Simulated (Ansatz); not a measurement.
# CoSi$_{2}$: 7 runs along one coordinate

System: CoSi$_{2}$ (I4mm, 3 atoms in the cell).
Method: DFT PBEsol, scalar-relativistic, plane waves, PAW, PAW set soft_1, no spin polarisation (Ansatz 0.2.0).

The 7 runs differ only in the geometry, by an even scaling of the cell at fixed fractional positions. The structure derives from an entry of the Crystallography Open Database.

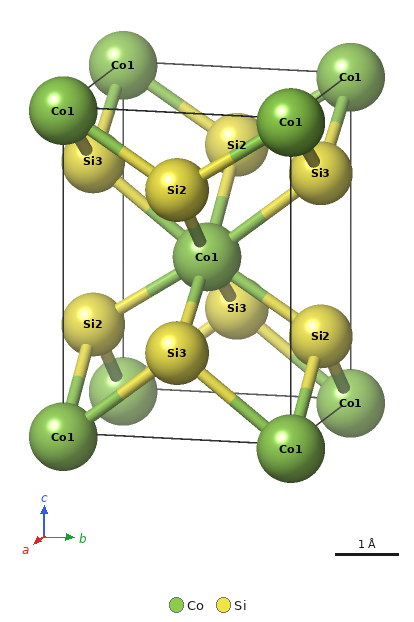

Figure 1. The structure of run 4 (ball-and-stick view of the cell 2 times as large as that of the calculation, set on its symmetry axes, seen slightly off an axis; atoms are numbered from 1 in the order of the input).

## Input of run 4
```yaml
crystal:
  lattice:
    - [0.0, 2.6563531747, 2.6563531747]
    - [2.6563531747, 0.0, 2.6563531747]
    - [2.6563531747, 2.6563531747, 0.0]
  atoms:
    - { symbol: Co, position: [0.012055852, -0.012055852, -0.012055852] }
    - { symbol: Si, position: [0.2373510795, 0.2626489205, 0.2626489205] }
    - { symbol: Si, position: [0.7373510795, 0.7626489205, 0.7626489205] }
basis:
  ecutwfc: 520.0
kpoints:
  mp_grid: { grid: [14, 14, 14] }
hamiltonian:
  xc: pbesol
  pseudopotentials: { kind: paw, azcp: { folder: soft_1 } }
scf:
  occupations: { method: gaussian, width: 0.15 }
output:
  forces: true
  stress: true
  eigenvalues: true
```

Command:
```bash
ansatz run input.yaml --threads 2 --pin off --max-ram 4096MiB --backend cpu --events-out ev --progress --plain --runs-dir out
```

Run 3 differs from it as follows:
```diff
-    - [0.0, 2.6563531747, 2.6563531747]
-    - [2.6563531747, 0.0, 2.6563531747]
-    - [2.6563531747, 2.6563531747, 0.0]
+    - [0.0, 2.6343054433, 2.6343054433]
+    - [2.6343054433, 0.0, 2.6343054433]
+    - [2.6343054433, 2.6343054433, 0.0]
```

## Results, with one run withheld

```tsv
run	volume per atom (Å³)	free energy per atom, from the lowest run given (meV)	pressure (GPa)
1	11.582	55.92	19.27
2	11.880	26.31	12.68
3	12.187	?	?
4	12.496	0.00	1.51
5	12.810	1.70	−3.14
6	13.132	12.30	−7.29
7	13.457	30.80	−10.90
```

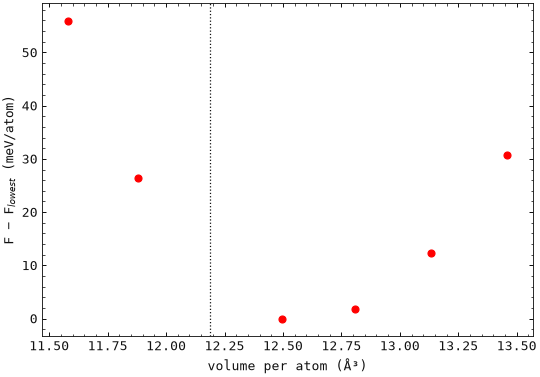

Figure 2. Free energy per atom of the runs given; the dotted line marks run 3.

Estimate the energy of run 3 from the others.

A cubic polynomial in V^(−2/3) (the Birch–Murnaghan form), fitted to the 6 runs given, misses them by at most 0.02 meV per atom. With x = V^(−2/3) − 0.18536 Å⁻², it reads F = −0.26364 + 603.58 x + 4.9565e+05 x² + 7.046e+05 x³ (meV per atom). At run 3 it gives 7.82 meV per atom, and the run itself gives 7.82. The slope of the fit gives a pressure −dF/dV of 6.73 GPa there, and the run prints 6.74 GPa. The fit has its minimum at 12.593 Å³ per atom, where V d²F/dV² gives 191 GPa. Cell shape and fractional positions are held, so this is the stiffness under even scaling; the relaxed bulk modulus wasn't computed.

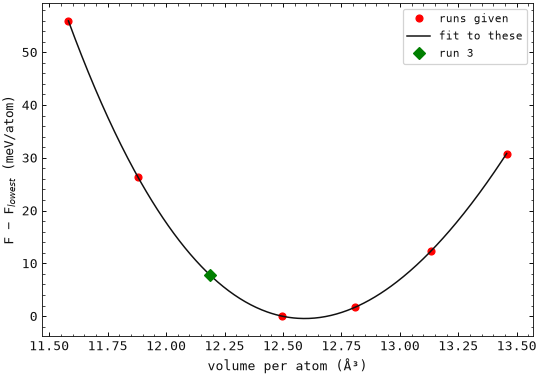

Figure 3. The fit and the withheld run.

## Output, shortened to warnings, some set-up lines, iterations and results (run 3)
```
Warning: [file] the record states the generating functional pbe (its physics header spells it `PBE`), which answers neither for hamiltonian.xc's functional nor for the pbesol family's — results may be inconsistent (PPs are generated against a specific XC)
Warning: [file] the record states the generating functional pbe (its physics header spells it `PBE`), which answers neither for hamiltonian.xc's functional nor for the pbesol family's — results may be inconsistent (PPs are generated against a specific XC)
Basis set: ecut = 520 eV, 941 PW (Γ), exchange–correlation on 60×60×60 points (8 copies of the dense FFT grid, shifted against one another)
Symmetry: 8 space group operations
k-points: 244 of 2744 (time reversal used)
Initial density: superposition of atomic densities (chi_scale 0.1, normalization cell, long waves kept (reshape's long-wave potential 0.00 eV rms))
[...]
SCF iter   1: F=—  HF=-6338.838411 eV  |F-HF|=—  |Δ(HF+E_count)|=         —  Δρ=1.37e-1  dr2=7.75e0  ethr=3.10e-3  ⟨swp⟩=5.1  Hψ=21381  notcnv=0
SCF iter   2: F=—  HF=-6338.103940 eV  |F-HF|=—  |Δ(HF+E_count)|=   7.34e-1  Δρ=5.99e-2  dr2=2.03e0  ethr=3.10e-3  ⟨swp⟩=2.7  Hψ=8576  notcnv=0  defer=69
SCF iter   3: F=—  HF=-6337.629752 eV  |F-HF|=—  |Δ(HF+E_count)|=   4.74e-1  Δρ=2.22e-2  dr2=2.41e-1  ethr=3.10e-3  ⟨swp⟩=2.2  Hψ=7248  notcnv=0  defer=69
SCF iter   4: F=—  HF=-6337.600355 eV  |F-HF|=—  |Δ(HF+E_count)|=   2.94e-2  Δρ=9.82e-3  dr2=2.50e-2  ethr=9.65e-4  ⟨swp⟩=2.0  Hψ=6981  notcnv=0  defer=69
SCF iter   5: F=—  HF=-6337.600062 eV  |F-HF|=—  |Δ(HF+E_count)|=   2.93e-4  Δρ=3.89e-3  dr2=6.57e-3  ethr=1.00e-4  ⟨swp⟩=1.2  Hψ=4373  notcnv=0  defer=69
SCF iter   6: F=—  HF=-6337.599200 eV  |F-HF|=—  |Δ(HF+E_count)|=   8.62e-4  Δρ=1.08e-3  dr2=6.25e-4  ethr=2.63e-5  ⟨swp⟩=1.0  Hψ=4112  notcnv=0  defer=69
SCF iter   7: F=—  HF=-6337.599141 eV  |F-HF|=—  |Δ(HF+E_count)|=   5.96e-5  Δρ=1.45e-4  dr2=1.32e-5  ethr=2.50e-6  ⟨swp⟩=2.2  Hψ=6148  notcnv=0  defer=69
SCF iter   8: F=—  HF=-6337.599146 eV  |F-HF|=—  |Δ(HF+E_count)|=   5.78e-6  Δρ=1.90e-5  dr2=1.70e-7  ethr=5.29e-8  ⟨swp⟩=2.2  Hψ=5398  notcnv=0  defer=69
SCF iter   9: F=-6337.599146 eV  HF=-6337.599146 eV  |F-HF|=4.21e-9  |Δ(HF+E_count)|=   3.56e-9  Δρ=4.80e-6  dr2=7.15e-9  ethr=4.00e-10  ⟨swp⟩=6.6  Hψ=20559  notcnv=0
SCF 1 converged in 9 iterations: F = -6337.599146 eV  dr2 = 7.15e-9
SCF converged after 9 iterations
Free energy (F): -6337.599146 eV
Harris-Foulkes:  -6337.599146 eV  (|F-HF|=4.21e-9)
Internal energy: -6337.588107 eV  (E = F + TS)
E sigma→0 (E₀):  -6337.593627 eV
Entropy (-TS):   -0.011039 eV (-3.680 meV/atom)
Fermi energy:    13.596622 eV
--- Per-component energies (eV) ---
  E_band       = -268.874423
  E_kinetic    = 388.036168
  E_local      = -3858.508712  (includes V_loc(G=0)·N_el)
  E_nonlocal   = 482.402964
  E_hartree    = 1752.286319
  E_xc         = -209.703410
  E_vxc        = -222.327965  (∫ρ·V_xc dr)
  E_paw        = -2537.297128  (= ΣΔE_a)
  E_vpaw       = -563.043773  (= ΣTr[D̂ρ^β])
  E_aug_tail   = -0.000055  (compensation charges beyond the density's cutoff)
  E_ewald      = -2355.055794
  E_core_change = 0.251541  (= ΣΔE_core)
  E_smearing   = -0.011039  (= −TS)
  E_closure    = 0.000000  (closes the sum)
  Σ components = -6337.599146   (vs F -6337.599146, Δ=0.00e0)
--- Forces (eV/Å), atoms counted from 1 ---
  atom   1  Co     1.79055352     0.00000000     0.00000000
  atom   2  Si    -0.89526881    -0.00000000    -0.00000000
  atom   3  Si    -0.89526881     0.00000000     0.00000000
  max |Σ_I F_I| component: 1.59e-5 eV/Å
--- Stress (GPa, compression-positive) ---
        6.076075       0.000000      -0.000000
        0.000000       7.065331       0.000000
        0.000000       0.000000       7.065331
  P = ⅓ Tr σ = 6.7356 GPa (67.356 kbar)
```

The program warns: the PAW datasets were made with another functional. The run has no spin polarisation, so a magnetic state may lie lower.
